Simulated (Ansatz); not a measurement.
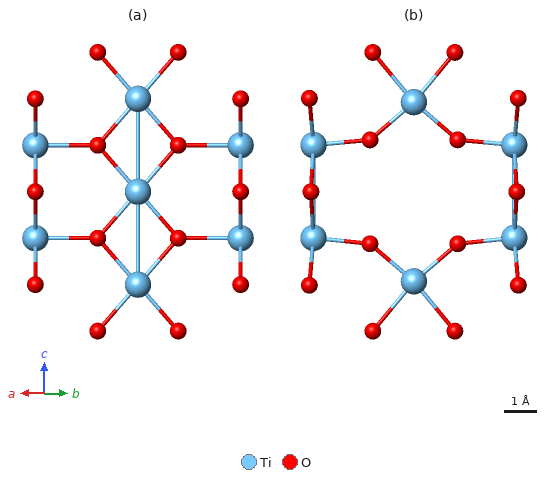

Left: perfect TiO₂. Right: the same region with one point defect, after relaxing the atoms in a supercell of 72 sites. A ball-and-stick model of the atoms within 4.6 Å of one point, in a slice 3.4 Å thick across the line of sight, seen along [110].

Theory: DFT, PBEsol, PAW, plane waves in Ansatz 0.2.0. Set-up: plane-wave cutoff 420 eV; k-point mesh 1 × 1 × 1; mesh shifted by (0.25, 0.25, 0.25); no spin polarisation. Fermi-Dirac smearing of 0.01 eV. A uniform background neutralises the charged cell. The axes drawn are those of the host's conventional cell.

### Which defect is it?

A titanium atom is taken out (a vacancy).

The charge state of the cell is −4.

### What does the relaxation do around it?

Around the empty Ti site the host had 6 O at 1.94 to 1.97 Å; after relaxation the nearest atoms are 6 O at 2.04 to 2.16 Å. Of the host's atoms, an oxygen atom moves furthest from its site, by 0.21 Å.

Limits of the set-up: the cell is charged, on a uniform background, and energies carry no finite-size correction.
